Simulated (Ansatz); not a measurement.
**Single-point calculation of SnO$_{2}$**

System: SnO$_{2}$ (F-43m, 6 atoms in the cell).
Method: DFT PBE, scalar-relativistic, plane waves, PAW, no spin polarisation (Ansatz 0.2.0).

The structure was made by a generator, so it may or may not be a known phase. Figures and captions count atoms from 1; the log counts them from 0 in places.

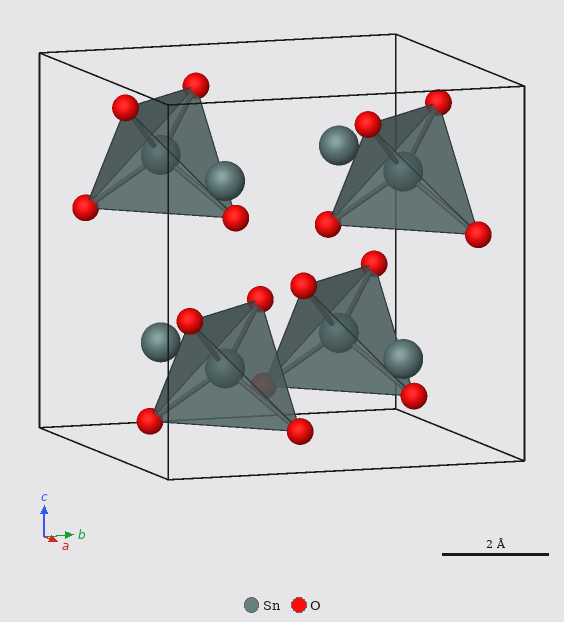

*The structure (polyhedral view of the cell 4 times as large as that of the calculation, set on its symmetry axes, seen slightly off an axis; polyhedra are completed across the faces of the cell). An atom can appear more than once, as a periodic image.*

Key numbers:

| quantity | value |
| --- | --- |
| outcome | converged |
| space group (tolerance 0.01 Å) | F-43m (216) |
| electrons treated | 52 |
| free energy | −14304.8816 eV |
| Fermi energy | 7.986 eV |
| gap on the k-point mesh | none (metallic) |
| pressure | 25.36 GPa |
| largest force (length of the vector) | 4.237 eV/Å |
| hardware | 1 thread of Arm Neoverse V1, 24 GiB of memory available, shared host |
| wall time | 2.4 s |
| peak memory | 0.3 GiB |

Remarks:

The cell is under a pressure of 25 GPa at this level, so it is not at its equilibrium volume.

The input:
```yaml
crystal:
  lattice:
    - [0.0, 3.57440823, 3.57440823]
    - [3.57440823, 0.0, 3.57440823]
    - [3.57440823, 3.57440823, 0.0]
  atoms:
    - { symbol: Sn, position: [0.75, 0.75, 0.75] }
    - { symbol: Sn, position: [0.25, 0.25, 0.25] }
    - { symbol: O, position: [0.40480079, 0.40480079, 0.40480079] }
    - { symbol: O, position: [0.40480079, 0.40480079, 0.78559764] }
    - { symbol: O, position: [0.40480079, 0.78559764, 0.40480079] }
    - { symbol: O, position: [0.78559764, 0.40480079, 0.40480079] }
basis:
  ecutwfc: 420
kpoints:
  mp_grid: { grid: [4, 4, 4] }
hamiltonian:
  xc: pbe
scf:
  occupations: { method: gaussian, width: 0.1 }
  lower_state_search: "off"
output:
  forces: true
  stress: true
  eigenvalues: true
```

Command:
```bash
ansatz run input.yaml --threads 1 --pin off --max-ram 2560MiB --backend cpu --events-out ev --progress --plain --runs-dir out
```

The program's output:
```
Engine: ansatz 0.2.0, aarch64-unknown-linux-gnu
Pseudopotentials: kind: paw
Pseudopotential: Sn, paw, valence charge 14, recommended cutoff 420 eV (normal), Sn.paw.azcp
Pseudopotential: O, paw, valence charge 6, recommended cutoff 420 eV (normal), O.paw.azcp
Functional definition: PBE
  parameter kappa = 0.804
  parameter beta = 0.06672455060314922
  exchange = pbe_x(kappa = kappa, mu = beta*pi^2/3)
  correlation = pbe_c(beta = beta)
Crystal: 6 atoms, lattice volume = 91.336 Å³
Basis set: ecut = 420 eV, 1807 PW (Γ), exchange–correlation on 72×72×72 points (8 copies of the dense FFT grid, shifted against one another)
Bands: 32, of which v1, the nominal top of the filled ones, is band 26 counted from 1 (25 counted from 0)
Symmetry: 24 space group operations
Space group: F-43m (ITA 216), of the structure as read, at distance tolerance 4.5e-5 Å
k-points: 8 of 64 (time reversal used)
Non-local potential: Sn, projectors of the file, l = 0: 2, l = 1: 2, l = 2: 2, l = 3: 2
Non-local potential: O, projectors of the file, l = 0: 2, l = 1: 2, l = 2: 1
PAW form: soft (Blöchl's): semilocal exchange-correlation on the pseudo side does not see the compensation charge
PAW one-centre angular grid: Sn, 590 points (default); XC on 64 Gauss nodes
PAW one-centre angular grid: O, 110 points (default); XC on 64 Gauss nodes
Initial density: superposition of atomic densities (neutral atoms: chi_scale 0, normalization atom), corrected by the library's trained network
Initial wavefunctions: pseudopotential atomic-orbital guess
Functional: x = pbe(κ = 0.804, μ = 0.2195149727645171), c = pbe(β = 0.06672455060314922)
SCF iter   1: F=—  HF=-14304.887838 eV  |F-HF|=—  |Δ(HF+E_count)|=         —  Δρ=4.06e-3  dr2=3.61e-2  ethr=1.77e-3  ⟨swp⟩=6.1  Hψ=1155  notcnv=0
preconditioner: auto → LDOS  [metal: Δε(μ)=0.031 eV  Ē_g=15.760 eV  σ=0.100 eV  W_gap=0.17  n_scr=14 (ndim 8)  ℏωp=28.0 eV  f_vac=0.109  D(μ)=11.22/eV (n_scr^D=168)  β→1.0]
SCF iter   2: F=—  HF=-14304.881542 eV  |F-HF|=—  |Δ(HF+E_count)|=   6.30e-3  Δρ=1.37e-3  dr2=1.04e-3  ethr=6.95e-5  ⟨swp⟩=2.0  Hψ=557  notcnv=0  defer=7
SCF iter   3: F=—  HF=-14304.881797 eV  |F-HF|=—  |Δ(HF+E_count)|=   2.55e-4  Δρ=8.50e-4  dr2=5.59e-4  ethr=2.01e-6  ⟨swp⟩=2.0  Hψ=440  notcnv=0  defer=7
SCF iter   4: F=—  HF=-14304.881501 eV  |F-HF|=—  |Δ(HF+E_count)|=   2.95e-4  Δρ=1.21e-4  dr2=1.17e-5  ethr=1.08e-6  ⟨swp⟩=2.0  Hψ=431  notcnv=0  defer=7
SCF iter   5: F=—  HF=-14304.881551 eV  |F-HF|=—  |Δ(HF+E_count)|=   4.97e-5  Δρ=3.85e-5  dr2=1.29e-6  ethr=2.26e-8  ⟨swp⟩=2.1  Hψ=363  notcnv=0  defer=7
SCF iter   6: F=—  HF=-14304.881551 eV  |F-HF|=—  |Δ(HF+E_count)|=   3.42e-8  Δρ=2.04e-5  dr2=3.19e-7  ethr=2.47e-9  ⟨swp⟩=2.2  Hψ=359  notcnv=0  defer=7
SCF iter   7: F=-14304.881551 eV  HF=-14304.881551 eV  |F-HF|=2.19e-8  |Δ(HF+E_count)|=   5.89e-8  Δρ=7.30e-6  dr2=4.52e-8  ethr=1.92e-10  ⟨swp⟩=10.0  Hψ=1128  notcnv=0
SCF 1 converged in 7 iterations: F = -14304.881551 eV  dr2 = 4.52e-8
  greatest PAW one-centre occupation: 0.994 electrons in one spin orbital (limit 2), on the Sn atom at site 1 (counted from 0), in its partial waves of l = 2
SCF converged after 7 iterations
Free energy (F): -14304.881551 eV
Harris-Foulkes:  -14304.881551 eV  (|F-HF|=2.19e-8)
Internal energy: -14304.825404 eV  (E = F + TS)
E sigma→0 (E₀):  -14304.853477 eV
Entropy (-TS):   -0.056147 eV (-9.358 meV/atom)
Fermi energy:    7.985571 eV
--- Per-component energies (eV) ---
  E_band       = -242.119596
  E_kinetic    = 1075.457466
  E_local      = -3661.777106  (includes V_loc(G=0)·N_el)
  E_nonlocal   = 131.632588
  E_hartree    = 1816.342315
  E_xc         = -1059.547339
  E_vxc        = -567.698976  (∫ρ·V_xc dr)
  E_paw        = -8903.897670  (= ΣΔE_a)
  E_vpaw       = -852.426487  (= ΣTr[D̂ρ^β])
  E_aug_tail   = 0.009151  (compensation charges beyond the density's cutoff)
  E_ewald      = -3703.044808
  E_smearing   = -0.056147  (= −TS)
  E_closure    = 0.000000  (closes the sum)
  Σ components = -14304.881551   (vs F -14304.881551, Δ=0.00e0)
--- Forces (eV/Å), atoms counted from 1 ---
  atom   1  Sn     0.00000000    -0.00000000     0.00000000
  atom   2  Sn     0.00000000    -0.00000000     0.00000000
  atom   3  O     -2.44625380    -2.44625380    -2.44625380
  atom   4  O      2.44625380     2.44625380    -2.44625380
  atom   5  O      2.44625380    -2.44625380     2.44625380
  atom   6  O     -2.44625380     2.44625380     2.44625380
  max |Σ_I F_I| component: 8.88e-16 eV/Å
--- Stress (GPa, compression-positive) ---
       25.357090       0.000000       0.000000
        0.000000      25.357090      -0.000000
       -0.000000      -0.000000      25.357090
  P = ⅓ Tr σ = 25.3571 GPa (253.571 kbar)
--- Band table (eV; the first three rows and the last of 8) ---
  k-point 0: bands = ["-13.9235", "-13.9235", "-13.9235", "-13.9198", "-13.9198", "-13.3573", "-13.3573", "-13.3573", "-12.7595", "-12.6556", "-12.6556", "-8.4503", "-8.4503", "-8.4503", "-1.8139", "2.0615", "2.1801", "2.1801", "2.1801", "4.4284", "4.4284", "7.7305", "7.7305", "7.7305", "8.0815", "8.0815", "8.0815", "10.4687", "10.4687", "10.4687", "10.6472", "14.8081"]
  k-point 1: bands = ["-13.9392", "-13.9235", "-13.9235", "-13.9160", "-13.9160", "-13.5690", "-13.3536", "-13.3536", "-12.6576", "-12.6576", "-12.2620", "-9.0240", "-8.4768", "-8.4768", "-1.0774", "1.1553", "2.4537", "2.4537", "3.3665", "4.3688", "4.3688", "6.6094", "7.1063", "7.1063", "7.7389", "8.0596", "8.0596", "9.6411", "10.8461", "10.8461", "12.0700", "14.1061"]
  k-point 2: bands = ["-13.9593", "-13.9228", "-13.9228", "-13.9129", "-13.9129", "-13.6774", "-13.3500", "-13.3500", "-12.6596", "-12.6596", "-11.7415", "-9.6775", "-8.5031", "-8.5031", "-0.4707", "1.3621", "2.7379", "2.7379", "3.3782", "4.4604", "4.4604", "5.5858", "6.3070", "6.3070", "7.7473", "8.1179", "8.1179", "9.5756", "11.1860", "11.1860", "12.3779", "13.8122"]
  k-point 7: bands = ["-13.9917", "-13.9243", "-13.9194", "-13.9139", "-13.9116", "-13.7129", "-13.3435", "-13.3418", "-12.6604", "-12.6570", "-11.2834", "-10.1314", "-8.5844", "-8.5827", "0.8235", "1.0185", "1.6365", "3.3213", "3.6675", "4.4727", "4.6704", "4.7852", "6.4718", "6.8947", "6.9886", "7.2428", "8.0574", "10.2431", "10.6653", "11.1501", "12.9636", "14.4581"]
```

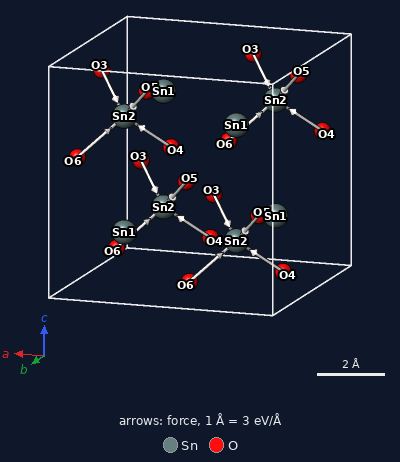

*Forces on the atoms as white arrows (ball-and-stick view of the cell 4 times as large as that of the calculation, set on its symmetry axes, seen at an oblique angle; atoms are numbered from 1 in the order of the input).*

The largest act on all 4 O atoms (4.24 eV/Å). The geometry is not a stationary point of this energy.

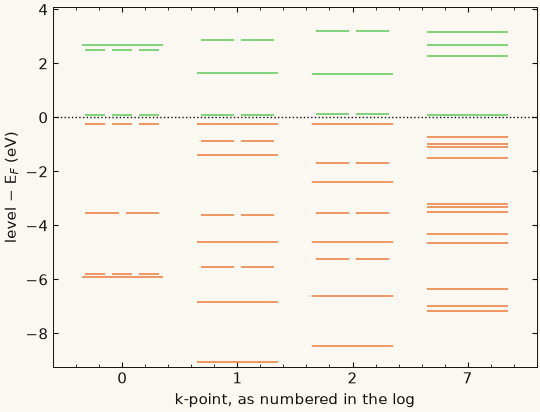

*Kohn–Sham levels near the Fermi level (dotted) at the few k-points that the log prints; levels within 0.02 eV of each other stand side by side.*

The system is metallic on the full mesh.
